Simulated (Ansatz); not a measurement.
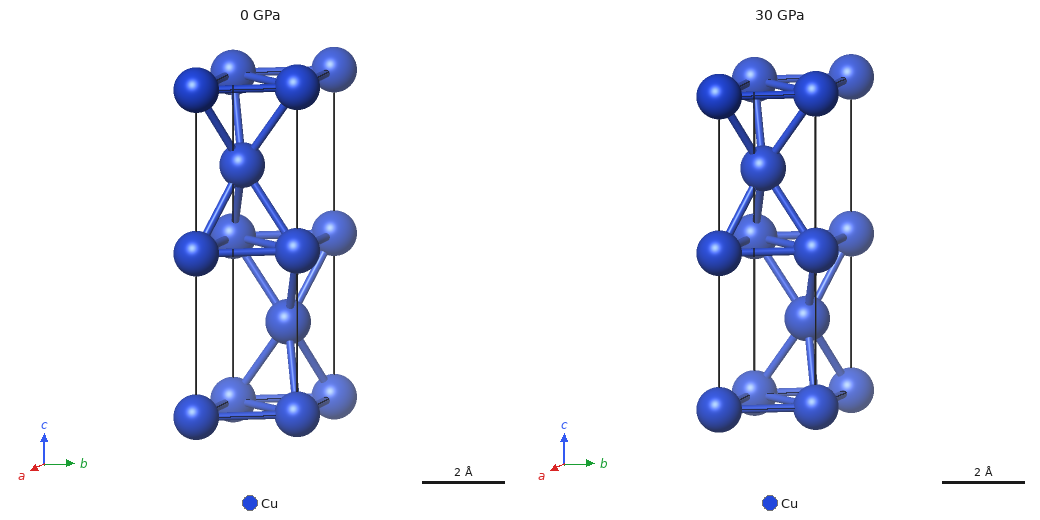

Cu, double hexagonal close-packed (α-La type), space group P6₃/mmc (No. 194), relaxed (cell and atoms) under a series of hydrostatic pressures; the conventional cell is drawn at the lowest and the highest, to one scale (sticks follow a distance rule). The start was a structure listed in the Materials Project. This isn't the form of Cu at room conditions, which is fcc.

Alike in all runs: Ansatz 0.2.0; functional PBEsol; potentials Ansatz PAW; cutoff 420 eV; k mesh 12 × 12 × 4 on the run's cell of 4 atoms; occupations fermi-dirac, width 0.05 eV; no spin polarisation; no spin-orbit coupling.

| pressure (GPa) | volume (Å³/atom) | a (Å) | c (Å) |
| --- | --- | --- | --- |
| 0.0 | 11.324 | 2.523 | 8.215 |
| 2.0 | ? | ? | ? |
| 5.0 | 11.012 | 2.500 | 8.140 |
| 10.0 | 10.747 | 2.480 | 8.074 |
| 20.0 | 10.304 | 2.445 | 7.962 |
| 30.0 | 9.945 | 2.416 | 7.870 |

Question: What equation of state do the given rows imply, and what volume does it predict for the missing row?

Answer: The fit gives V0 = 11.32 Å³/atom, B0 = 168 GPa and B0′ = 4.9, which puts the volume at 2.0 GPa at 11.19 Å³/atom. The run gave volume 11.193 Å³/atom; a 2.513 Å; c 8.184 Å.

Question: Which axis yields most up to 30 GPa?

Answer: The axes shrink nearly alike: a −4.2 %, c −4.2 %, against −12.2 % in volume.

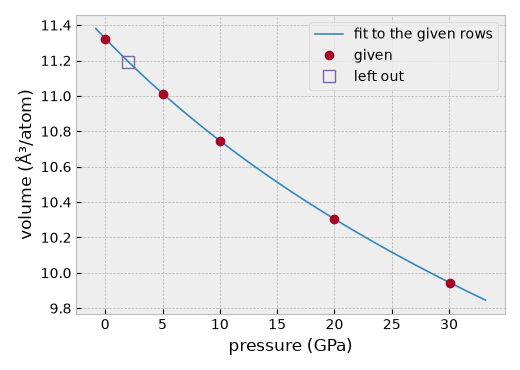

Volume against pressure, with the fit. The structure was kept in its own symmetry, so a change to another phase within this range wouldn't be seen.

Caveat: the plane-wave basis is chosen anew once the cell has moved, so the energies of steps on either side of that aren't comparable.
